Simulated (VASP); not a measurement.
The compound is BAs (space group F-43m, No. 216), taken as the geometry relaxed with VASP Kohn-Sham DFT of a periodic cell, r2SCAN-EpsX, VASP PAW PBE potentials, recommended in VASP.

Space group F-43m (No. 216). a = 4.774 Å, b = 4.774 Å, c = 4.774 Å, α = 90.00°, β = 90.00°, γ = 90.00°
```csv
atom,site,symmetry,x,y,z
As,4c,-43m,0.2500,0.7500,0.7500
B,4a,-43m,0.0000,0.0000,0.0000
```

Describe the stacking along [111], with columns A (0, 0), B (1/3, 2/3), C (2/3, 1/3) of the hexagonal mesh spanned by (a − b)/2 and (b − c)/2.

B(A) – As(A) – B(B) – As(B) – B(C) – As(C) (six layers in 8.27 Å).

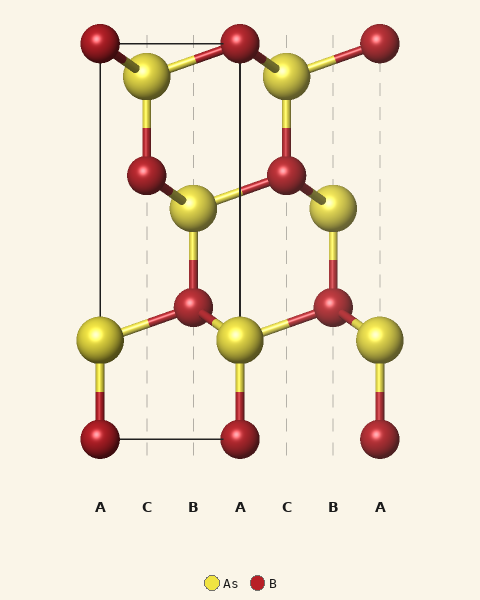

Projection along an edge of the hexagonal mesh, stacking direction [111] upwards. The dashed lines mark the three columns A (0, 0), B (1/3, 2/3) and C (2/3, 1/3). The box is the hexagonal cell of the face-centred cubic lattice. The sequence starts with the first layer at or above the cell's origin.
